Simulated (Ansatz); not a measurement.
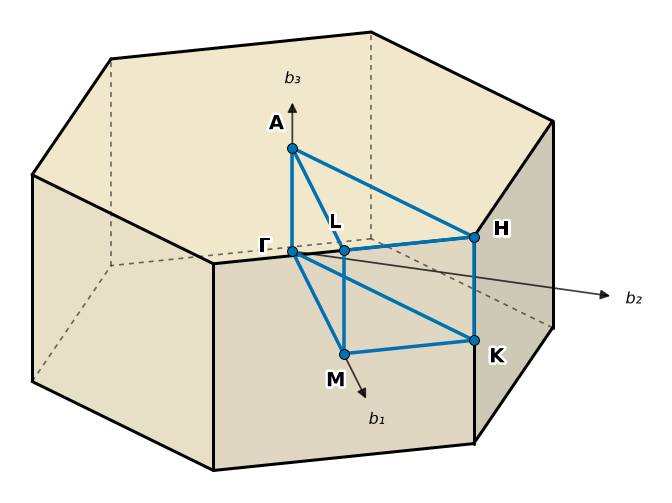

The first Brillouin zone and its special points. Crystal: HfN, the input geometry of an electronic-structure calculation (not necessarily at equilibrium). The drawing is computed from the coordinates (standard cell, symmetry found to 0.002 Å).

Space group No. 194, P6_3/mmc; a = 3.159 Å, b = 3.159 Å, c = 5.451 Å, α = 90.00°, β = 90.00°, γ = 120.00°.

Labels and path follow the convention of Hinuma et al. (2017), as computed by seekpath; the arrows show the directions of the reciprocal primitive vectors b₁, b₂, b₃, in which coordinates are given; lengths include the factor 2π.

List the special points with their coordinates and distances from Γ.

| point | k₁ | k₂ | k₃ | length of k (1/Å) |
| --- | --- | --- | --- | --- |
| Γ | 0 | 0 | 0 | 0.000 |
| A | 0 | 0 | 1/2 | 0.576 |
| K | 1/3 | 1/3 | 0 | 1.326 |
| H | 1/3 | 1/3 | 1/2 | 1.446 |
| M | 1/2 | 0 | 0 | 1.148 |
| L | 1/2 | 0 | 1/2 | 1.285 |

What is the zone's volume?

(2π)³ over the primitive cell's volume of 47.12 Å³: 5.26 Å⁻³.
